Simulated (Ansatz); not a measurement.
Single-point calculation, with input and output: TiAl

The run: single-point calculation of TiAl (2 atoms in the cell). Method and program: DFT PBEsol, scalar-relativistic, plane waves, PAW, no spin polarisation (Ansatz 0.2.0).

The structure derives from a Materials Project entry. It belongs to a series of runs on one base structure; here: ratio of the length along z to the lengths across it x 1.2, volume and fractional coordinates fixed.

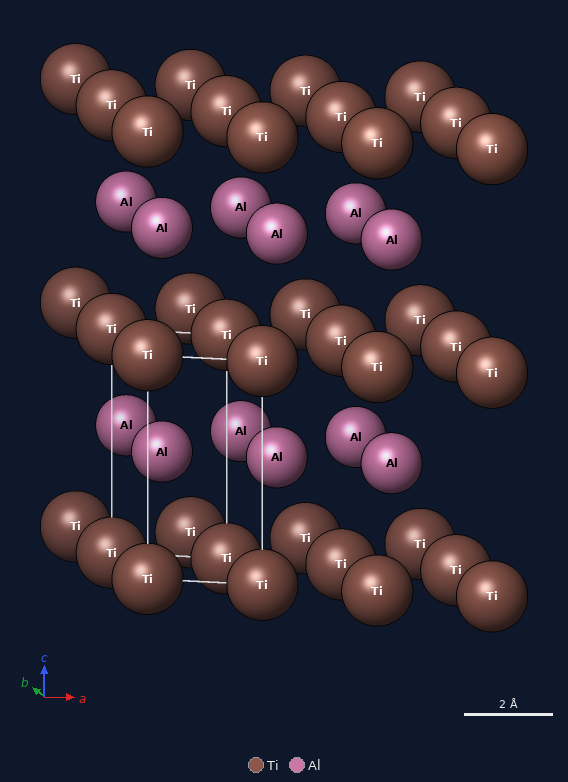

Fig. 1: The structure as given in the input (spheres-only view of the cell of the calculation, repeated 3 × 2 × 2, seen slightly off an axis). An atom can appear more than once, as a periodic image.

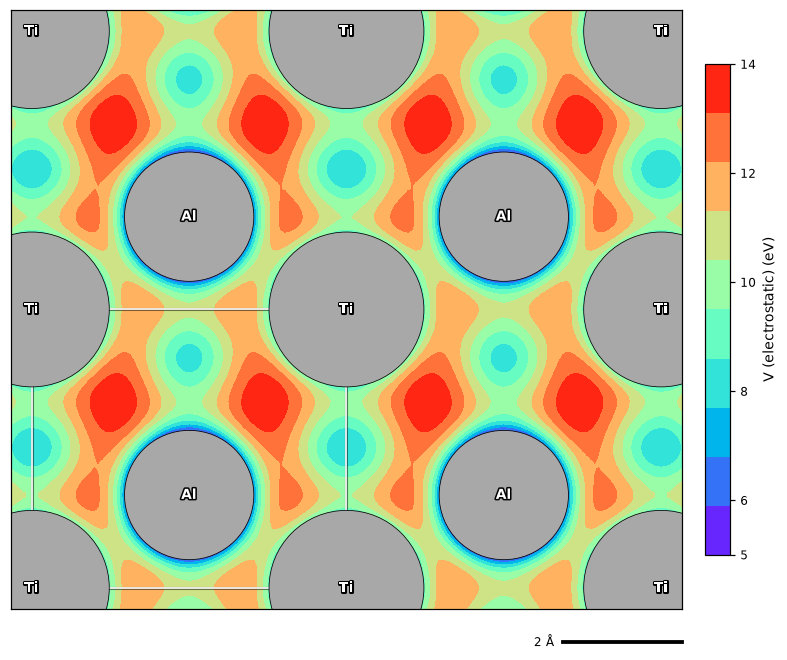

Fig. 2: Electrostatic potential energy of an electron on the (110) plane of the conventional cell. Grey discs, where drawn, cover atomic cores. The section cuts through Ti and Al sites. Outside the cores the potential energy rises away from the atoms and is highest about 2.0 Å from the nearest atoms; outside the discs it spans about 8 eV, and its zero is arbitrary. In a PAW calculation such maps are meaningful between the atoms, not at the nuclei.

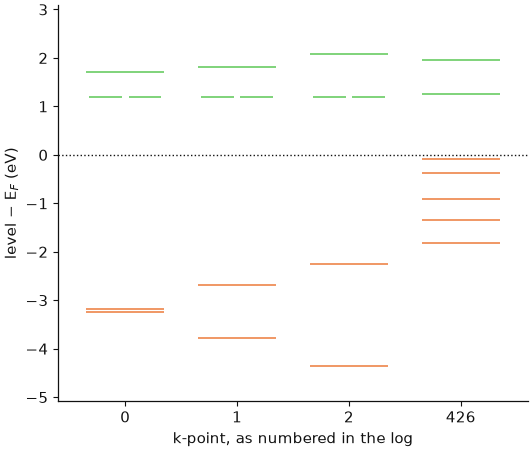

Fig. 3: Kohn–Sham levels near the Fermi level (dotted) at the few k-points that the log prints; levels within 0.02 eV of each other stand side by side. The system is metallic on the full mesh.

These pictures come from the run below.

Input:
```yaml
crystal:
  lattice:
    - [2.6981970652, 0.0, 0.0]
    - [-1.3490985326, 2.3367072029, 0.0]
    - [0.0, 0.0, 5.2826935789]
  atoms:
    - { symbol: Ti, position: [0.0, 0.0, 0.0] }
    - { symbol: Al, position: [0.3333333333, 0.6666666667, 0.5] }
basis:
  ecutwfc: 420
kpoints:
  mp_grid: { grid: [24, 24, 12] }
hamiltonian:
  xc: pbesol
scf:
  occupations: { method: gaussian, width: 0.15 }
output:
  forces: true
  stress: true
  eigenvalues: true
  write_density: true
  write_potential: true
  elf: true
  volumetric_format: npy
```

Command:
```bash
ansatz run input.yaml --threads 1 --pin off --max-ram 2560MiB --backend cpu --events-out ev --progress --plain --runs-dir out
```

The program's output:
```
Engine: ansatz 0.2.0, x86_64-unknown-linux-gnu
Pseudopotentials: kind: paw
Pseudopotential: Ti, paw, valence charge 12, recommended cutoff 420 eV (normal), Ti.paw.azcp
Pseudopotential: Al, paw, valence charge 3, recommended cutoff 420 eV (normal), Al.paw.azcp
Functional definition: PBEsol
  exchange = pbesol_x
  correlation = pbesol_c
Crystal: 2 atoms, lattice volume = 33.307 Å³
Basis set: ecut = 420 eV, 659 PW (Γ), exchange–correlation on 40×40×72 points (8 copies of the dense FFT grid, shifted against one another)
Bands: 12, of which v1, the nominal top of the filled ones, is band 8 counted from 1 (7 counted from 0)
Symmetry: 12 space group operations
Space group: P-6m2 (ITA 187), of the structure as read, at distance tolerance 3.2e-5 Å
k-points: 427 of 6912 (time reversal used)
Non-local potential: Ti, projectors of the file, l = 0: 3, l = 1: 2, l = 2: 3, l = 3: 1
Non-local potential: Al, projectors of the file, l = 0: 2, l = 1: 2, l = 2: 1
PAW form: soft (Blöchl's): semilocal exchange-correlation on the pseudo side does not see the compensation charge
PAW frozen core: Ti, regenerated for the run's functional, and the local potential with it (the file was generated under x = pbe(κ = 0.804, μ = 0.2195149727645171), c = pbe(β = 0.06672455060314922))
PAW frozen core: Al, regenerated for the run's functional, and the local potential with it (the file was generated under x = pbe(κ = 0.804, μ = 0.2195149727645171), c = pbe(β = 0.06672455060314922))
PAW one-centre angular grid: Ti, 590 points (default); XC on 64 Gauss nodes
PAW one-centre angular grid: Al, 110 points (default); XC on 64 Gauss nodes
Initial density: superposition of atomic densities (neutral atoms: chi_scale 0, normalization atom), corrected by the library's trained network
Initial wavefunctions: pseudopotential atomic-orbital guess
Functional: x = pbesol(κ = 0.804, μ = 0.12345679012345678), c = pbesol(β = 0.046)
SCF iter   1: F=—  HF=-2998.546598 eV  |F-HF|=—  |Δ(HF+E_count)|=         —  Δρ=9.00e-3  dr2=3.05e-2  ethr=1.77e-3  ⟨swp⟩=5.0  Hψ=26097  notcnv=0
preconditioner: auto → none  [metal: Δε(μ)=0.004 eV  Ē_g=5.169 eV  σ=0.150 eV  W_gap=0.02  n_scr=4 (ndim 8)  ℏωp=17.0 eV  f_vac=0.000  D(μ)=1.92/eV (n_scr^D=22)  sad-step TF]
SCF iter   2: F=—  HF=-2998.543373 eV  |F-HF|=—  |Δ(HF+E_count)|=   3.22e-3  Δρ=5.32e-3  dr2=1.38e-2  ethr=2.03e-4  ⟨swp⟩=1.0  Hψ=8540  notcnv=0
SCF iter   3: F=—  HF=-2998.541510 eV  |F-HF|=—  |Δ(HF+E_count)|=   1.86e-3  Δρ=7.80e-4  dr2=7.02e-4  ethr=9.19e-5  ⟨swp⟩=1.8  Hψ=5552  notcnv=0
SCF iter   4: F=—  HF=-2998.541370 eV  |F-HF|=—  |Δ(HF+E_count)|=   1.40e-4  Δρ=1.84e-4  dr2=8.32e-6  ethr=4.68e-6  ⟨swp⟩=2.2  Hψ=6628  notcnv=0
SCF iter   5: F=—  HF=-2998.541339 eV  |F-HF|=—  |Δ(HF+E_count)|=   3.07e-5  Δρ=2.94e-5  dr2=2.46e-7  ethr=5.55e-8  ⟨swp⟩=2.8  Hψ=8242  notcnv=0  defer=1
SCF iter   6: F=-2998.541339 eV  HF=-2998.541339 eV  |F-HF|=2.21e-9  |Δ(HF+E_count)|=   6.48e-8  Δρ=4.59e-6  dr2=2.77e-9  ethr=6.67e-10  ⟨swp⟩=7.6  Hψ=28934  notcnv=0
SCF 1 converged in 6 iterations: F = -2998.541339 eV  dr2 = 2.77e-9
  greatest PAW one-centre occupation: 0.999 electrons in one spin orbital (limit 2), on the Ti atom at site 0 (counted from 0), in its partial waves of l = 0
SCF converged after 6 iterations
Free energy (F): -2998.541339 eV
Harris-Foulkes:  -2998.541339 eV  (|F-HF|=2.21e-9)
Internal energy: -2998.518723 eV  (E = F + TS)
E sigma→0 (E₀):  -2998.530031 eV
Entropy (-TS):   -0.022616 eV (-11.308 meV/atom)
Fermi energy:    10.632852 eV
--- Per-component energies (eV) ---
  E_band       = -168.361029
  E_kinetic    = 296.791628
  E_local      = -1280.004359  (includes V_loc(G=0)·N_el)
  E_nonlocal   = 20.623947
  E_hartree    = 560.200349
  E_xc         = -136.415511
  E_vxc        = -151.077376  (∫ρ·V_xc dr)
  E_paw        = -1477.868635  (= ΣΔE_a)
  E_vpaw       = -175.094933  (= ΣTr[D̂ρ^β])
  E_aug_tail   = 0.000113  (compensation charges beyond the density's cutoff)
  E_ewald      = -982.004780
  E_core_change = 0.158523  (= ΣΔE_core)
  E_smearing   = -0.022616  (= −TS)
  E_closure    = 0.000000  (closes the sum)
  Σ components = -2998.541339   (vs F -2998.541339, Δ=0.00e0)
--- Forces (eV/Å), atoms counted from 1 ---
  atom   1  Ti     0.00000000    -0.00000000     0.00000000
  atom   2  Al     0.00000000     0.00000000     0.00000000
  max |Σ_I F_I| component: 1.85e-17 eV/Å
--- Stress (GPa, compression-positive) ---
        9.685814      -0.000000       0.000000
        0.000000       9.685814       0.000000
        0.000000       0.000000     -22.029003
  P = ⅓ Tr σ = -0.8858 GPa (-8.858 kbar)
--- Band table (eV; the first three rows and the last of 427) ---
  k-point 0: bands = ["-45.7719", "-22.2334", "-21.5278", "-21.5278", "1.1495", "7.3973", "7.4433", "11.8343", "11.8343", "12.3448", "13.7743", "13.7743"]
  k-point 1: bands = ["-45.7719", "-22.2335", "-21.5278", "-21.5278", "1.1758", "6.8505", "7.9462", "11.8344", "11.8344", "12.4410", "13.7733", "13.7733"]
  k-point 2: bands = ["-45.7719", "-22.2337", "-21.5278", "-21.5278", "1.2510", "6.2835", "8.3851", "11.8346", "11.8346", "12.7242", "13.7707", "13.7707"]
  k-point 426: bands = ["-45.5535", "-22.2274", "-22.2264", "-22.0456", "8.8078", "9.2847", "9.7147", "10.2623", "10.5542", "11.8857", "12.5845", "14.3069"]
```

Summary:

```tsv
quantity	value
outcome	converged
space group (tolerance 0.01 Å)	P-6m2 (187)
electrons treated	15
free energy	−2998.5413 eV
Fermi energy	10.633 eV
gap on the k-point mesh	none (metallic)
pressure	−0.89 GPa
largest force (length of the vector)	under 0.001 eV/Å
hardware	1 thread of AMD EPYC (Zen 3), 32 GiB of memory available, shared host
wall time	14 s
peak memory	0.53 GiB
```
